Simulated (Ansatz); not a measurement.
# Si3N4: what the fields show

The calculation's input:

```
crystal:
  lattice:
    - [7.595, 0.0, 0.0]
    - [-3.7975, 6.57746294, 0.0]
    - [0.0, 0.0, 2.9023]
  atoms:
    - { symbol: Si, position: [0.7687, 0.1744, 0.25] }
    - { symbol: Si, position: [0.5943, 0.7687, 0.75] }
    - { symbol: Si, position: [0.8256, 0.5943, 0.25] }
    - { symbol: Si, position: [0.2313, 0.8256, 0.75] }
    - { symbol: Si, position: [0.4057, 0.2313, 0.25] }
    - { symbol: Si, position: [0.1744, 0.4057, 0.75] }
    - { symbol: "N", position: [0.0297, 0.3295, 0.265] }
    - { symbol: "N", position: [0.7002, 0.0297, 0.765] }
    - { symbol: "N", position: [0.6705, 0.7002, 0.265] }
    - { symbol: "N", position: [0.9703, 0.6705, 0.765] }
    - { symbol: "N", position: [0.2998, 0.9703, 0.265] }
    - { symbol: "N", position: [0.3295, 0.2998, 0.765] }
    - { symbol: "N", position: [0.3333333333333333, 0.6666666666666666, 0.2344] }
    - { symbol: "N", position: [0.6666666666666666, 0.3333333333333333, 0.7344] }
kpoints:
  mp_grid:
    grid: [2, 2, 5]
hamiltonian:
  xc: pbe
scf:
  occupations:
    method: fixed
output:
  write_density: true
  write_potential: true
  volumetric_format: npy
  populations: true
  elf: true
```

Below, planes, directions and counts refer to the conventional cell (a = 7.59 Å, b = 7.59 Å, c = 2.90 Å, α = 90.00°, β = 90.00°, γ = 120.00°).

Space group P6₃.

Level of theory: Ansatz 0.2.0, DFT PBE, plane waves, PAW.

In a PAW calculation such maps are meaningful between the atoms, not at the nuclei.

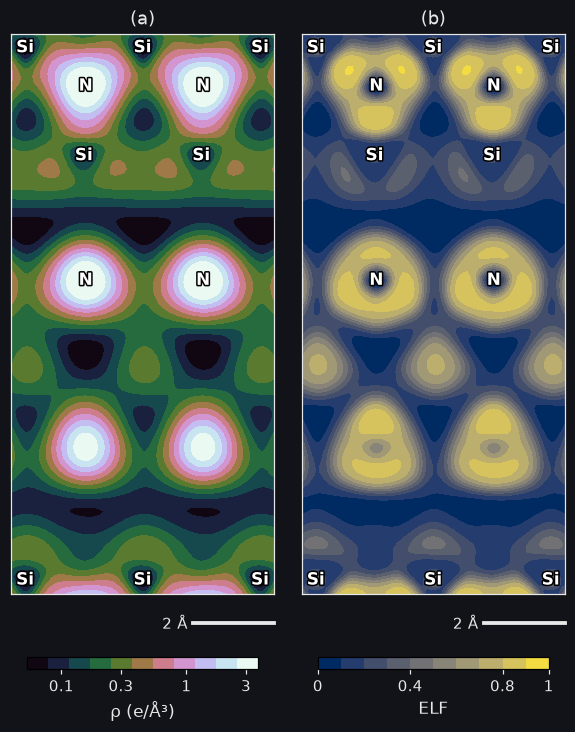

Figure 1. (a) valence charge density (pseudo); (b) electron localisation function on the (110) plane of the conventional cell.

> What does the map show?

The section cuts through Si and N sites. Atoms just off the plane (Si, 0.8 Å away and N, 0.4 Å away) can leave unmarked features too. Si–N (1.70 Å): ρ is about 1.2 e/Å³ halfway; the ELF peaks at about 0.90 between the atoms (a shared but strongly polarised pair). Si–N (1.77 Å): ρ is about 1 e/Å³ halfway; the ELF peaks at about 0.90 between the atoms, as expected for a polar covalent bond. Between the atoms the lowest density in this plane is 0.05 e/Å³. The ELF also peaks beside N, away from the bonds: lone-pair regions.

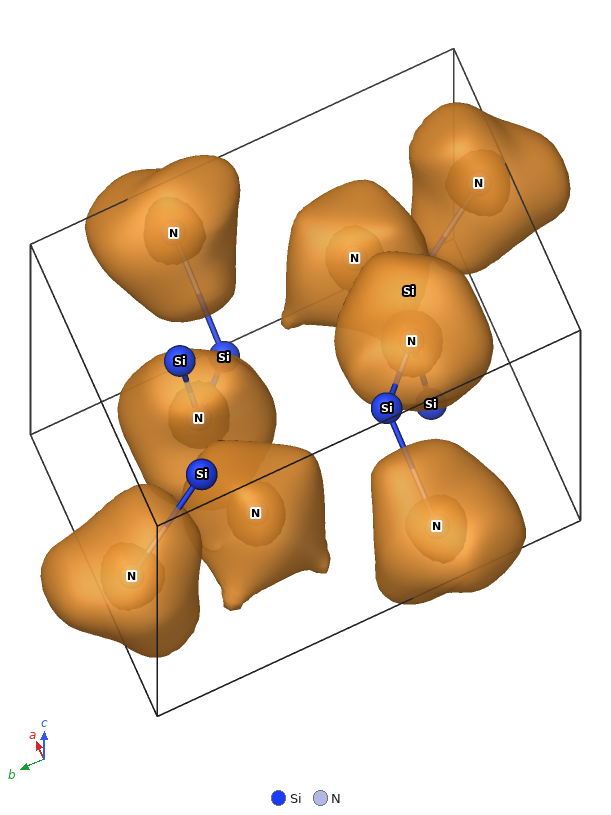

Figure 2. Isosurface of the electron localisation function at 0.65 (orange), seen at an oblique angle. Core shells and regions of very low density are left out. Sticks mark near contacts.

> Identify the bonds, lone pairs and shells in this picture.

At this value the surface marks out six regions on N in which the atom's valence shell and bonds are merged and two regions wrapped around N (the valence shell of each), counted in one cell of 14 atoms. Regions shared between cells count once.

> Does the calculation make it a metal, or give it a gap?

It is gapped, with a Kohn–Sham gap of 1.8 eV on the k-point mesh, an upper bound to the gap of this method.
